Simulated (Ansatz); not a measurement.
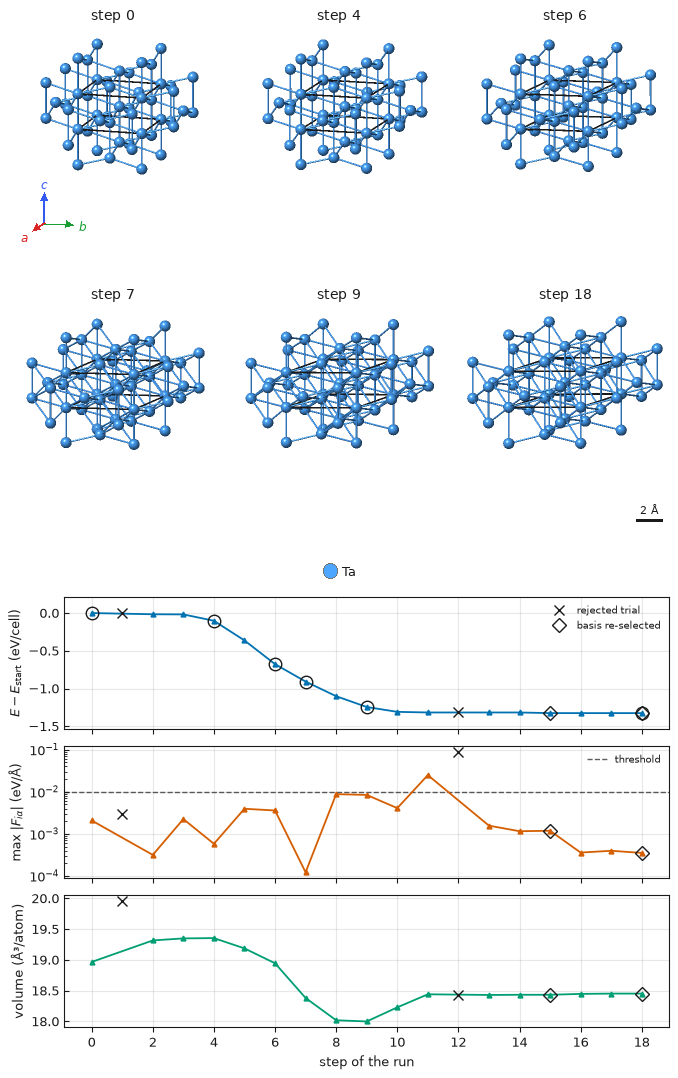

Frames of a relaxation of crystalline Ta (a generated structure, set up in I4_1/amd), marked on the history of the run. Style: ball-and-stick. Shown: the conventional cell (2 times the calculation's cell), slightly off an axis. Lengths and directions refer to the drawn axes.

Phase: beta-Sn type.

Level of theory: DFT, r2SCAN, plane waves (500 eV) with PAW, scalar-relativistic in Ansatz.

The input:
```yaml
crystal:
  lattice:
    - [-2.5897358194, 2.5897358194, 1.4139957574]
    - [2.5897358194, -2.5897358194, 1.4139957574]
    - [2.5897358194, 2.5897358194, -1.4139957574]
  atoms:
    - { symbol: Ta, position: [0.0, 0.0, 0.0] }
    - { symbol: Ta, position: [0.75, 0.25, 0.5] }
hamiltonian:
  xc: r2scan
  pseudopotentials:
    kind: paw
    azcp:
      Ta: "pseudopotentials/Ta.paw.azcp"
basis:
  ecutwfc: 500
  fft_grid_basis: typed
kpoints:
  mp_grid: { grid: [13, 13, 9], shift: [0, 0, 0] }
magnetization:
  spin_polarized: false
scf:
  occupations: { method: fermi_dirac, width: 0.1 }
relax:
  max_steps: 60
  f_tol: 0.01
  cell: {}
```

Run as
```bash
ansatz run input.yaml --threads 1 --pin off --max-ram 3584MiB --backend cpu --events-out ev --progress --plain --runs-dir out
```

### What happens along the run?

The atoms keep their places relative to the cell (all moves are under 0.005 Å). Cell: a = b 5.179 → 5.589 Å (+7.9 %), c 2.828 → 2.878 Å (+1.8 %), γ 90.0° → 124.8°. Volume −2.7 %. Some distances before and after: Ta1–Ta1 3.926 → 2.962 Å, Ta1–Ta2 2.685 → 2.887 Å, Ta1–Ta2 (another image) 3.347 → 3.530 Å, Ta1–Ta1 (another image) 2.828 → 2.878 Å. New bonds form: Ta1–Ta1 (3.93 → 2.96 Å), Ta2–Ta2 (3.93 → 2.96 Å). Among the angles between lasting bonds that change: Ta2–Ta1–Ta2 94.0° → 126.7°, Ta2–Ta1–Ta2 94.0° → 61.8°. The space group (tolerance 0.01 Å) goes from I4_1/amd (No. 141) to Fddd (No. 70). The energy falls by 1.326 eV per cell of the calculation in 14 accepted moves (18 points after the start). The largest force component goes from 0.0021 to 0.00035 eV/Å. The pressure goes from 3.21 to 0.00 GPa. The line search rejected the trial steps at points 1, 12 of the run. The SCF was repeated twice at an unchanged geometry on a basis and grid sized afresh for the cell, which shifted the energy by 8.3 meV per cell of the calculation at most. From step 0 to 4: volume +2.0 %, energy −0.102 eV per cell of the calculation. From step 4 to 6: volume −2.1 %, energy −0.574 eV per cell of the calculation. From step 6 to 7: volume −3.0 %, energy −0.231 eV per cell of the calculation. From step 7 to 9: volume −2.1 %, energy −0.337 eV per cell of the calculation. From step 9 to 18: volume +2.5 %, energy −81.2 meV per cell of the calculation.

```json
{"step": "0", "E − E(0), meV/atom": "0.00", "largest force component, eV/Å": "0.0021", "pressure, GPa": "3.21", "volume, Å³/atom": "18.967", "note": ""}
{"step": "1", "E − E(0), meV/atom": "1.63", "largest force component, eV/Å": "0.0030", "pressure, GPa": "-4.78", "volume, Å³/atom": "19.956", "note": "rejected"}
{"step": "2", "E − E(0), meV/atom": "-8.12", "largest force component, eV/Å": "0.0003", "pressure, GPa": "0.21", "volume, Å³/atom": "19.317", "note": ""}
{"step": "3", "E − E(0), meV/atom": "-9.02", "largest force component, eV/Å": "0.0022", "pressure, GPa": "-0.06", "volume, Å³/atom": "19.350", "note": ""}
{"step": "4", "E − E(0), meV/atom": "-51.20", "largest force component, eV/Å": "0.0006", "pressure, GPa": "-0.87", "volume, Å³/atom": "19.355", "note": ""}
{"step": "5", "E − E(0), meV/atom": "-181.48", "largest force component, eV/Å": "0.0039", "pressure, GPa": "-1.71", "volume, Å³/atom": "19.187", "note": ""}
{"step": "6", "E − E(0), meV/atom": "-338.31", "largest force component, eV/Å": "0.0036", "pressure, GPa": "-2.38", "volume, Å³/atom": "18.945", "note": ""}
{"step": "7", "E − E(0), meV/atom": "-453.88", "largest force component, eV/Å": "0.0001", "pressure, GPa": "1.06", "volume, Å³/atom": "18.382", "note": ""}
{"step": "8", "E − E(0), meV/atom": "-550.81", "largest force component, eV/Å": "0.0088", "pressure, GPa": "4.23", "volume, Å³/atom": "18.019", "note": ""}
{"step": "9", "E − E(0), meV/atom": "-622.26", "largest force component, eV/Å": "0.0084", "pressure, GPa": "4.19", "volume, Å³/atom": "18.000", "note": ""}
{"step": "10", "E − E(0), meV/atom": "-654.45", "largest force component, eV/Å": "0.0041", "pressure, GPa": "1.86", "volume, Å³/atom": "18.229", "note": ""}
{"step": "11", "E − E(0), meV/atom": "-658.56", "largest force component, eV/Å": "0.0249", "pressure, GPa": "-0.11", "volume, Å³/atom": "18.441", "note": ""}
{"step": "12", "E − E(0), meV/atom": "-658.25", "largest force component, eV/Å": "0.0884", "pressure, GPa": "0.07", "volume, Å³/atom": "18.429", "note": "rejected"}
{"step": "13", "E − E(0), meV/atom": "-658.63", "largest force component, eV/Å": "0.0016", "pressure, GPa": "0.03", "volume, Å³/atom": "18.430", "note": ""}
{"step": "14", "E − E(0), meV/atom": "-658.63", "largest force component, eV/Å": "0.0012", "pressure, GPa": "0.00", "volume, Å³/atom": "18.433", "note": ""}
{"step": "15", "E − E(0), meV/atom": "-662.78", "largest force component, eV/Å": "0.0012", "pressure, GPa": "0.18", "volume, Å³/atom": "18.433", "note": "same geometry, new basis"}
{"step": "16", "E − E(0), meV/atom": "-662.83", "largest force component, eV/Å": "0.0004", "pressure, GPa": "0.06", "volume, Å³/atom": "18.447", "note": ""}
{"step": "17", "E − E(0), meV/atom": "-662.83", "largest force component, eV/Å": "0.0004", "pressure, GPa": "0.00", "volume, Å³/atom": "18.452", "note": ""}
{"step": "18", "E − E(0), meV/atom": "-662.84", "largest force component, eV/Å": "0.0004", "pressure, GPa": "0.00", "volume, Å³/atom": "18.452", "note": "same geometry, new basis"}
```
